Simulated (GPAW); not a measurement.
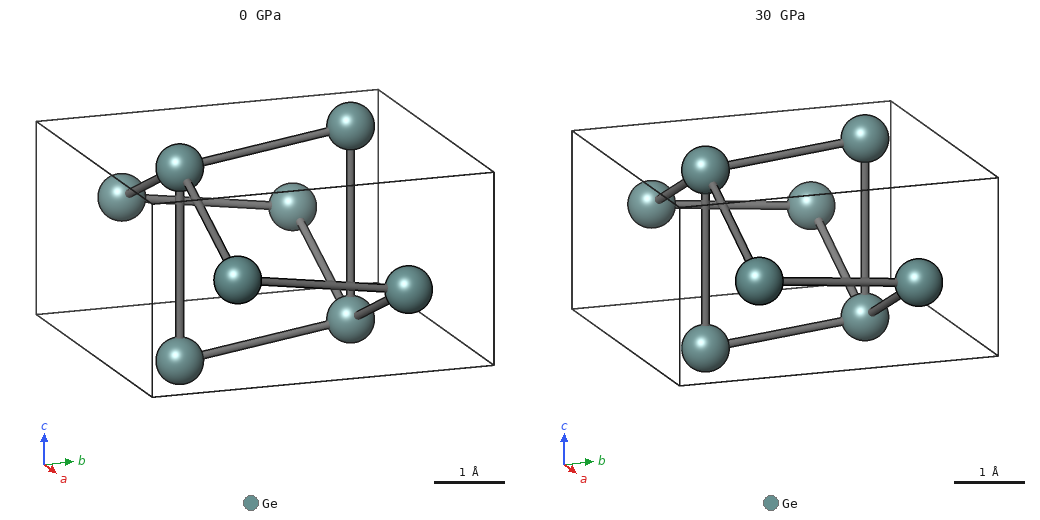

Ge, space group Imma (No. 74), relaxed (cell and atoms) under a series of hydrostatic pressures; the conventional cell is drawn at the lowest and the highest, to one scale (sticks follow a distance rule). The start was a structure listed in the Materials Project. This isn't the form of Ge at room conditions, which is diamond.

Alike in all runs: GPAW 26.7.0; functional PBEsol; potentials PAW data sets generated in the run's folder for this functional; cutoff 600 eV; k mesh 8 × 8 × 8 on the run's cell of 2 atoms; occupations fermi-dirac, width 0.05 eV; no spin polarisation; no spin-orbit coupling.

| pressure (GPa) | volume (Å³/atom) | a (Å) | b (Å) | c (Å) |
| --- | --- | --- | --- | --- |
| -0.1 | 18.334 | 4.890 | 5.222 | 2.872 |
| 1.9 | 17.906 | 4.855 | 5.182 | 2.847 |
| 5.0 | 17.322 | 4.804 | 5.124 | 2.815 |
| 10.1 | 16.556 | 4.739 | 5.048 | 2.768 |
| 20.0 | ? | ? | ? | ? |
| 30.0 | 14.676 | 4.543 | 4.871 | 2.652 |

Q: What equation of state do the given rows imply, and what volume does it predict for the missing row?

A: The fit gives V0 = 18.32 Å³/atom, B0 = 78 GPa and B0′ = 5.0, which puts the volume at 20.0 GPa at 15.47 Å³/atom. The run gave volume 15.485 Å³/atom; a 4.640 Å; b 4.939 Å; c 2.702 Å.

Q: Which axis yields most up to 30 GPa?

A: The c axis: a −7.1 %, b −6.7 %, c −7.7 %, against −20.0 % in volume.

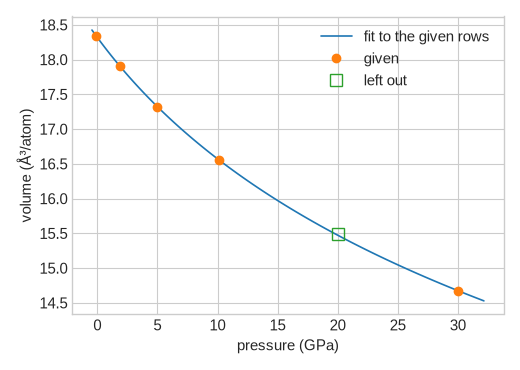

Volume against pressure, with the fit. The structure was kept in its own symmetry, so a change to another phase within this range wouldn't be seen.

Caveat: later steps reuse the first step's grids.
